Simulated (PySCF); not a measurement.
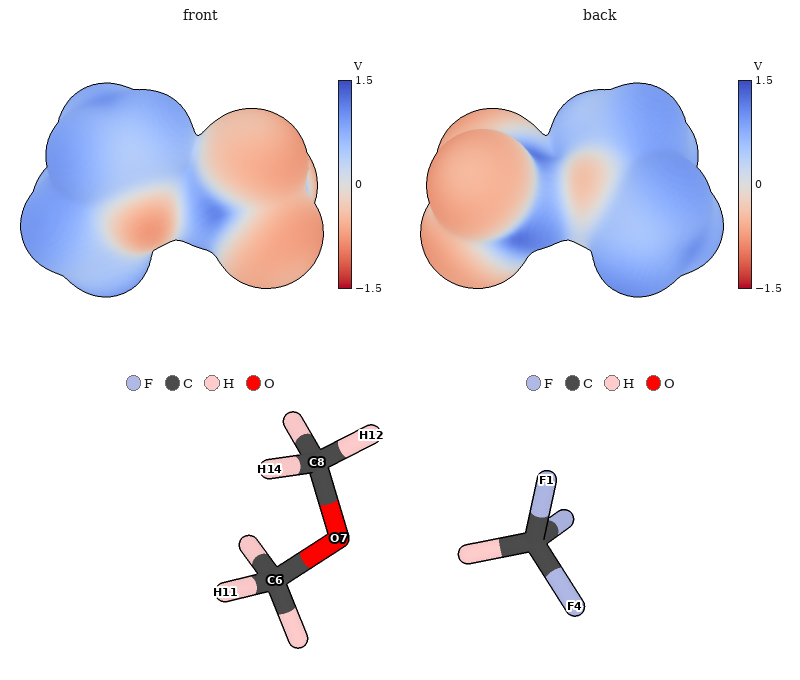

Figure 1: CHF₃···C₂H₆O (SMILES FC(F)F.COC). The electrostatic potential painted on the density surface at 0.002 e/bohr³, seen from the front and from behind; red is negative and blue positive. The bare structure is drawn below in the same view.

Geometry: PBE0-D3(BJ)/def2-SVPD.

Computed with wB97M-D3(BJ)/def2-SVPD, SCF density, gas phase in PySCF 2.14.0.

```xyz
14

F     1.0999   -0.4429    0.6700
C     0.3823   -0.0603   -0.3922
F    -0.7934   -0.6923   -0.3456
F     0.1545    1.2510   -0.2891
H     0.9190   -0.2998   -1.3206
C     2.3385   -1.2818   -4.0551
O     2.3029   -1.2117   -2.6573
C     3.1373   -2.1502   -2.0360
H     2.0046   -2.2716   -4.4160
H     1.6631   -0.5125   -4.4483
H     3.3575   -1.0953   -4.4397
H     3.0438   -2.0177   -0.9513
H     2.8448   -3.1831   -2.2984
H     4.1929   -2.0003   -2.3259
```

Describe the electrostatic potential map.

The most negative region (about −0.7 V) lies over F1, F3, F4 and O7, the most positive (about +1.1 V) over C2 and H5.

What dipole moment does the calculation give?

Its dipole moment is 3.55 D.
